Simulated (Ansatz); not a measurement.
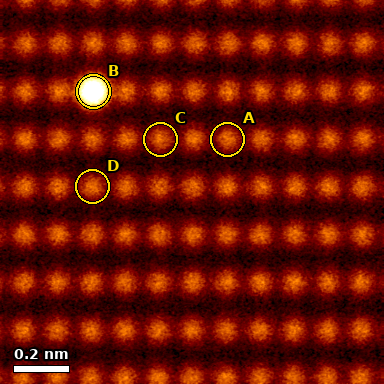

Z-contrast image of C (Im-3m, No. 229) along [110]. The image is simulated as a sum over atoms of Z^1.7, blurred by a 0.74 Å probe (no channelling). The probe carries 15 % of its weight in a tail 2.5 times as wide. The display is stretched by a gamma of 0.65; percentages refer to the linear signal. Shot noise and a slight drift were added.

The sample is 3 repeats (10.5 Å) thick. One point defect was put into the perfect crystal, without relaxing the atoms around it. Brightness is counted from the darkest point of the image. Host structure: the end point of a relaxation with Ansatz 0.2.0, DFT, BLYP, plane waves (420 eV) with PAW, scalar-relativistic; the starting structure was generated, so it need not be a known form of this composition.

Which ringed column holds the defect, and does it scatter more or less than its equals?

Answer. B; it scatters more. The column holds 3 atoms (C) through the sample, and one C atom is replaced by Ge, so its peak rises to about 660 % of that of its equals.
